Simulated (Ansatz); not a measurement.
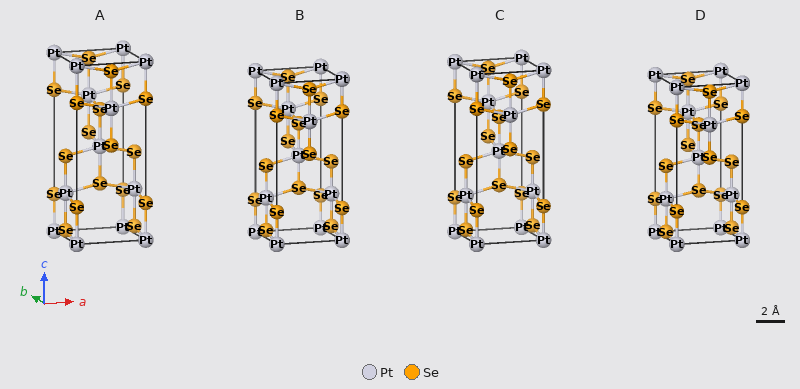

4 geometries from one relaxation of solid PtSe2 (built on the anatase type), in shuffled order. The picture is a ball-and-stick view of the conventional cell (2 times the calculation's cell), seen slightly off an axis. Lengths and directions refer to the drawn axes.

Level of theory: DFT, PBEsol, plane waves, PAW in Ansatz. Settings: plane-wave cutoff 420 eV; k-point mesh 6 × 6 × 6; occupations fermi dirac; smearing width 0.03 eV; no spin polarisation; cell and atoms relaxed; force threshold 0.01 eV/Å; at most 120 steps.

Question: Put them in the order of the run, from the start to the converged end.

Answer: A, C, B, D. They are steps 0, 1, 2, 6, at +2.130 eV per cell of the calculation, +0.406 eV per cell of the calculation, +0.110 eV per cell of the calculation relative to the last. After 5 accepted moves (6 points after the start) the energy has fallen by 2.130 eV per cell of the calculation. Largest force component: 1.2 eV/Å at the start, 0.0013 eV/Å at the end. The pressure goes from −12.82 to −0.02 GPa. The SCF was repeated once at an unchanged geometry on a basis and grid sized afresh for the cell, which shifted the energy by 5.0 meV per cell of the calculation at most. The largest moves relative to the cell, 0.023 Å, are those of Se atoms. Pt stays in place. The volume changes by −20.5 %, with a = b 5.264 → 5.006 Å (−4.9 %), c 13.212 → 11.621 Å (−12.0 %). Some distances before and after: Pt–Se 2.748 → 2.440 Å, Pt–Se 2.690 → 2.546 Å. Bond angles that change, for instance: Se–Pt–Se 156.2° → 158.9°, Pt–Se–Pt 156.2° → 158.9°. The space group stays I4_1/amd (No. 141). The run took 94 s on 2 threads of Intel(R) Xeon(R) Processor @ 2.50GHz (Skylake/Cascade Lake) (shared host), peak memory 0.64 GiB.
